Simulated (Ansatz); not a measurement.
**Geometry relaxation of Si (part 2 of 2)**

The same run, continued: Si (slab, 6 atoms in the cell); DFT PBEsol, scalar-relativistic, plane waves, PAW, no spin polarisation (Ansatz 0.2.0); cutoff 420 eV, 9×9×1 k-mesh, Gaussian smearing of 0.05 eV. The structure derives from an entry of the Crystallography Open Database. The input holds or restrains some coordinates. Forces given for the steps count only the free coordinates. It belongs to a series of runs on one base structure; here: clean slab, lower half held.

Geometry of the input (Å; fractional positions):
```
3.8417  0.0000  0.0000
-1.9209  3.3270  0.0000
0.0000  0.0000  24.0577
Si 0.3333  0.6667  0.3533
Si 0.0000  0.0000  0.3859
Si 0.0000  0.0000  0.4837
Si 0.6667  0.3333  0.5163
Si 0.6667  0.3333  0.6141
Si 0.3333  0.6667  0.6467
```

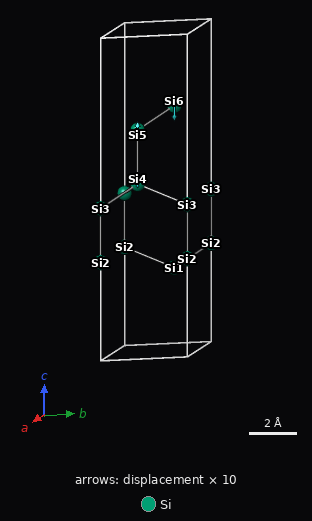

The starting structure with the displacements as teal arrows, magnified 10 times (ball-and-stick view of the cell of the calculation, with the vacuum cut short, seen slightly off an axis). The atom that moves furthest is Si6 (0.070 Å). The cell doesn't change. Distances before and after: Si4–Si5 2.353 → 2.412 Å, Si5–Si6 2.353 → 2.318 Å. Among the angles that change: Si4–Si5–Si6 109.5° → 106.9°, Si6–Si5–Si6 109.5° → 111.9°. Over 3 geometry steps the energy falls by 6.0 meV per atom. Largest force component: 0.77 eV/Å at the start, 0.018 eV/Å at the end. (Atoms are counted from 1 in the order of the input.)

```
WARN: The input density's exchange-correlation potential varies sharply where the density is thin. Do not read a vacuum level from v_tot or v_xc, or from such a field of the output density. On a cell that repeats whose density bears no net charge and no dipole along the vacuum's axis use v_es (v_loc + v_h of the components); under efield.dipole_correction with no amplitude use v_es + v_field, which holds any external_charges[].barrier, or the levels of the report's work_function block, which leave it out; under a non-zero efield.amplitude the vacuum is tilted and has no level; on a cell that repeats and bears such a dipole with no correction it is tilted too, and efield.dipole_correction with no amplitude gives each side of its ramp a level where efield: is served; in a cell that repeats whose density bears a net charge (total_charge, or a fill off its count) it is curved and has none; of a slab under crystal.periodic whose density bears no net charge use v_es, which has a level on each side, short of where the two are joined; of another it falls or rises all the way out and has none; of a slab beside external_charges read slab_vacuum_level instead, which it has where they leave it neutral. The grid or the basis barely resolves most such structure, and the values can differ between equally converged runs; as a rule a tighter scf.convergence.dr2_threshold does not remove it. Where the density itself ripples (under the LDA too) a higher basis.ecutwfc lessens it. The files hold the spikes' plane waves up to the density's cutoff. Files: v_tot and the like, and their columns of v_z.tsv (output.write_potential); v_xc and the like, and their columns of v_comp_z.tsv (output.write_potential_components); where files of the output density stand in their place, no point of their own thin density is over the threshold below, and this is of outcome.potential() and, of a run that writes arrays (npy), the arrays of these names. Measured: with its Gaussian average of σ = 0.25 Å subtracted twice, the exchange-correlation potential is over 0.1 eV at 5 of the grid points where the equally averaged density (valence and model cores) is under 1e-3 e/Å³, and 0.136 eV at the most among them, at an averaged density of 2.4e-7 e/Å³. See output.write_potential in the manual, Limitations
SCF converged after 4 iterations
Free energy (F): -3726.392095 eV
Harris-Foulkes:  -3726.392095 eV  (|F-HF|=1.48e-9)
Internal energy: -3726.386000 eV  (E = F + TS)
E sigma→0 (E₀):  -3726.389047 eV
Entropy (-TS):   -0.006095 eV (-1.016 meV/atom)
Fermi energy:    -0.571842 eV
Dipole field:    D = 0.005579 V/Å  (p = 0.009481 e·Å, saw-weighted, corrected)
Work function:   Φ+ = 4.8057 eV   Φ− = 4.9400 eV
Levels:          The Fermi level and band energies are counted from a zero that moves with the ramp; work functions are not
--- Per-component energies (eV) ---
  E_band       = -129.259009
  E_kinetic    = 237.324567
  E_local      = -6433.777109  (includes V_loc(G=0)·N_el)
  E_nonlocal   = 156.709131
  E_hartree    = 3100.851428
  E_xc         = -325.384971
  E_vxc        = -277.254928  (∫ρ·V_xc dr)
  E_paw        = -2992.806308  (= ΣΔE_a)
  E_vpaw       = -13.967416  (= ΣTr[D̂ρ^β])
  E_aug_tail   = 0.000037  (compensation charges beyond the density's cutoff)
  E_efield     = 0.000026  (sawtooth field / dipole correction)
  E_vefield    = 0.001169  (∫n·V_field dr)
  E_ewald      = 2530.507833
  E_core_change = 0.189364  (= ΣΔE_core)
  E_smearing   = -0.006095  (= −TS)
  E_closure    = -0.000000  (closes the sum)
  Σ components = -3726.392095   (vs F -3726.392095, Δ=0.00e0)
--- Forces (eV/Å), atoms counted from 1 ---
  atom   1  Si     0.00000000    -0.00000000     0.47368800
  atom   2  Si    -0.00000000     0.00000000    -0.79149100
  atom   3  Si     0.00000000    -0.00000000     0.33012939
  atom   4  Si     0.00000000     0.00000000     0.01136103
  atom   5  Si     0.00000000    -0.00000000    -0.00550260
  atom   6  Si    -0.00000000     0.00000000    -0.01820403
  max |Σ_I F_I| component: 1.92e-5 eV/Å
--- Band table (eV; the first three rows and the last of 12) ---
  k-point 0: bands = ["-12.2641", "-11.4726", "-10.5350", "-6.4360", "-4.1529", "-1.6466", "-1.6466", "-1.2117", "-1.2117", "-1.1941", "-0.6959", "-0.6959", "0.3768", "1.0780", "1.9302", "2.2792", "2.4344", "2.4344"]
  k-point 1: bands = ["-12.1203", "-11.3296", "-10.3907", "-6.3699", "-4.1292", "-2.7017", "-2.1932", "-1.9609", "-1.7392", "-1.4563", "-0.9996", "-0.8908", "0.3500", "1.6858", "2.0997", "2.3648", "2.7596", "2.8987"]
  k-point 2: bands = ["-11.6956", "-10.9084", "-9.9658", "-6.3269", "-4.6666", "-3.9814", "-3.6426", "-2.9643", "-2.5152", "-1.9542", "-1.3323", "-0.7879", "-0.1127", "1.2055", "1.7830", "2.1186", "3.2474", "3.4606"]
  k-point 11: bands = ["-9.2409", "-9.2041", "-8.0881", "-7.7706", "-7.4217", "-7.2146", "-4.8086", "-4.7461", "-4.4986", "-2.9446", "-2.8993", "-1.0700", "-0.3748", "1.9118", "2.0292", "3.3059", "4.0395", "4.1175"]
--- Relaxed structure (4 steps of the walk, 4 accepted, 0 SCFs on fresh bases) ---
  F+E_penalty+E_count = -3726.39209456 eV   max|allowed force component| = 1.820e-2 eV/Å
  atoms:
    - { symbol: Si, position: [0.33333333333333337, 0.6666666666666667, 0.3533174612] }
    - { symbol: Si, position: [0.0, 0.0, 0.38591358089999994] }
    - { symbol: Si, position: [0.0, 0.0, 0.48370194009999995] }
    - { symbol: Si, position: [0.6666666666666665, 0.33333333333333337, 0.5154835052339274] }
    - { symbol: Si, position: [0.6666666666666665, 0.33333333333333337, 0.6157433154567393] }
    - { symbol: Si, position: [0.33333333333333337, 0.6666666666666667, 0.6437620831673533] }
```

**Trajectory as extended XYZ (Å, eV, eV/Å), 4 frames, from step=1 to step=4**
```
6
Lattice="3.8417 0.0000 0.0000 -1.9209 3.3270 0.0000 0.0000 0.0000 24.0577" Properties=species:S:1:pos:R:3:forces:R:3 step=1 energy=-3726.35591
Si    0.0000    2.2180    8.5000    0.0000   0.0000   0.4906
Si    0.0000    0.0000    9.2842    0.0000   0.0000  -0.7673
Si    0.0000    0.0000   11.6367    0.0000   0.0000   0.3800
Si    1.9209    1.1090   12.4209    0.0000   0.0000  -0.3800
Si    1.9209    1.1090   14.7735    0.0000   0.0000   0.7673
Si    0.0000    2.2180   15.5577    0.0000   0.0000  -0.4906
6
Lattice="3.8417 0.0000 0.0000 -1.9209 3.3270 0.0000 0.0000 0.0000 24.0577" Properties=species:S:1:pos:R:3:forces:R:3 step=2 energy=-3726.38699
Si    0.0000    2.2180    8.5000    0.0000   0.0000   0.4852
Si    0.0000    0.0000    9.2842    0.0000   0.0000  -0.7844
Si    0.0000    0.0000   11.6367    0.0000   0.0000   0.3198
Si    1.9209    1.1090   12.4058    0.0000   0.0000  -0.1856
Si    1.9209    1.1090   14.7841    0.0000   0.0000   0.3100
Si    0.0000    2.2180   15.4919    0.0000   0.0000  -0.1453
6
Lattice="3.8417 0.0000 0.0000 -1.9209 3.3270 0.0000 0.0000 0.0000 24.0577" Properties=species:S:1:pos:R:3:forces:R:3 step=3 energy=-3726.39209
Si    0.0000    2.2180    8.5000    0.0000   0.0000   0.4735
Si    0.0000    0.0000    9.2842    0.0000   0.0000  -0.7917
Si    0.0000    0.0000   11.6367    0.0000   0.0000   0.3305
Si    1.9209    1.1090   12.4013    0.0000   0.0000   0.0109
Si    1.9209    1.1090   14.8134    0.0000   0.0000  -0.0054
Si    0.0000    2.2180   15.4874    0.0000   0.0000  -0.0180
6
Lattice="3.8417 0.0000 0.0000 -1.9209 3.3270 0.0000 0.0000 0.0000 24.0577" Properties=species:S:1:pos:R:3:forces:R:3 step=4 energy=-3726.39210
Si    0.0000    2.2180    8.5000    0.0000   0.0000   0.4737
Si    0.0000    0.0000    9.2842    0.0000   0.0000  -0.7915
Si    0.0000    0.0000   11.6367    0.0000   0.0000   0.3301
Si    1.9209    1.1090   12.4013    0.0000   0.0000   0.0114
Si    1.9209    1.1090   14.8134    0.0000   0.0000  -0.0055
Si    0.0000    2.2180   15.4874    0.0000   0.0000  -0.0182
```

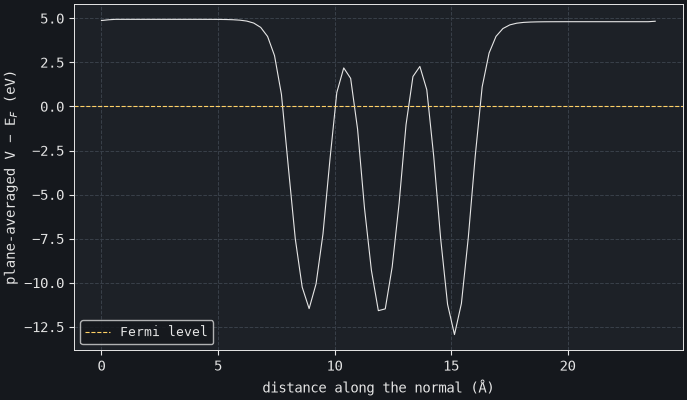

Plane average of the electrostatic potential energy of an electron across the cell, from the Fermi level. The vacuum level lies 4.81 eV above the Fermi level on the upper side and 4.94 eV on the lower.

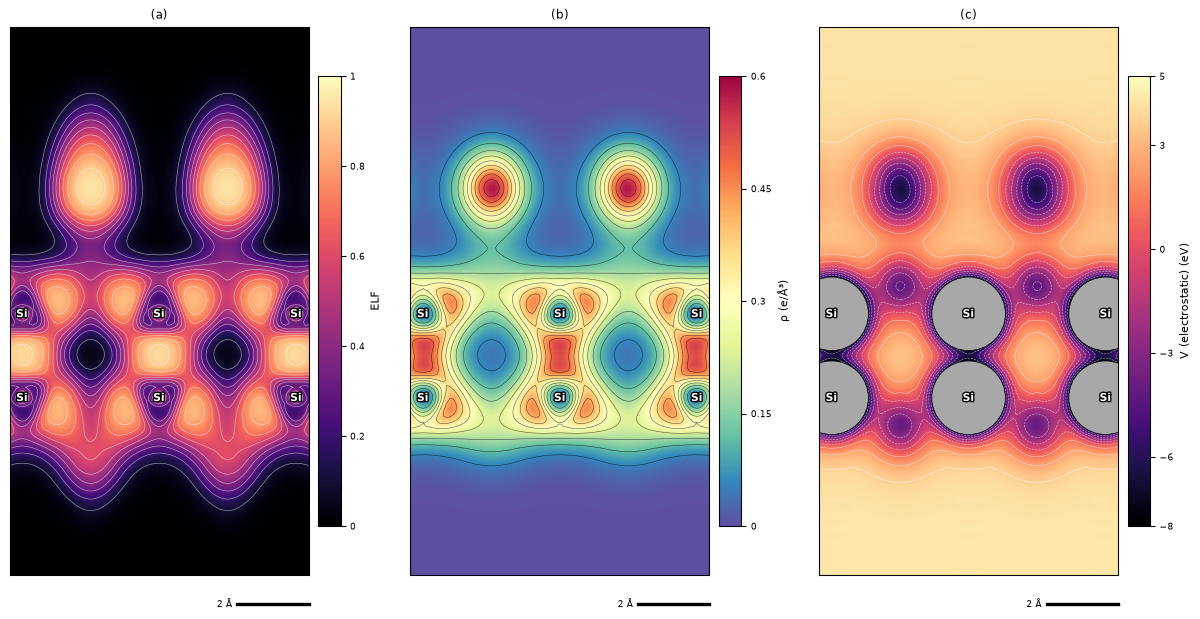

(a) ELF; (b) valence pseudo-density; (c) electrostatic potential energy of an electron on the (010) plane of the calculation cell, a cut from vacuum to vacuum. Grey discs, where drawn, cover atomic cores. The density dies away to nearly zero in the vacuum. In a PAW calculation such maps are meaningful between the atoms, not at the nuclei.

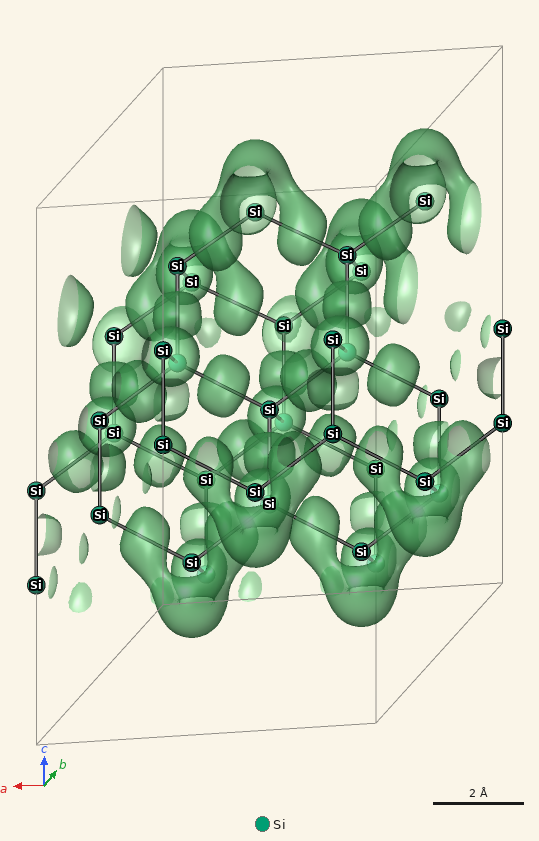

Isosurface of the ELF at 0.8 (green), seen at an oblique angle. Only the valence region is drawn (cores and ρ < 0.01 e/Å³ removed). Sticks mark near contacts. Values along the shortest contacts:

**Key numbers**

| quantity | value |
| --- | --- |
| outcome | converged under the restraints of the input |
| electrons treated | 24 |
| free energy | −3726.3921 eV |
| work function, top face | 4.81 eV |
| work function, bottom face | 4.94 eV |
| Fermi energy | −0.572 eV |
| gap on the k-point mesh | none (metallic) |
| final volume | 307.49 Å³ |
| work function (upper face) | 4.81 eV |
| largest force (length of the vector) at the end, held atoms and coordinates included | 0.791 eV/Å |
| hardware | 1 thread of Intel Xeon @ 2.70GHz, 189 GiB of memory available, shared host |
| wall time | 40 s |
| peak memory | 0.46 GiB |

**Remarks**

The program warns: the exchange-correlation potential is rough where the density is thin.
